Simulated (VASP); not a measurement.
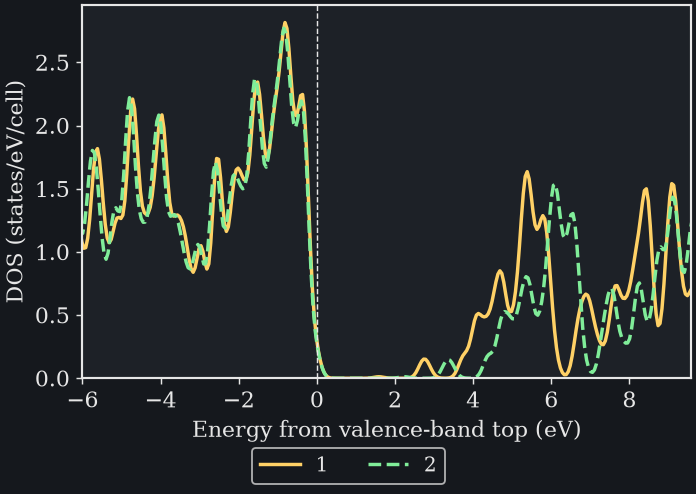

Total densities of states of SnO2, space group Fm-3m, 3 atoms in the cell, fluorite type, hydrostatic strain −4.0%, by two methods on the same cell. The curves are built from the levels of the k mesh with Gaussians 0.3 eV wide, which also blur the band edges. Each is counted from its own valence-band top.

### Which curve is which? The methods: PBE (VASP), r2SCAN (VASP).

1 is PBE (VASP); 2 is r2SCAN (VASP). PBE (VASP) gives a gap of 1.59 eV and r2SCAN (VASP) gives a gap of 2.23 eV.

Settings. PBE (VASP): DFT, PBE, plane waves, PAW, 8×8×8 k mesh, 520 eV cutoff (VASP 6.6.1). r2SCAN (VASP): DFT, r2SCAN, plane waves, PAW, 8×8×8 k mesh, 520 eV cutoff, Gaussian smearing of 0.01 eV (VASP 6.6.1).
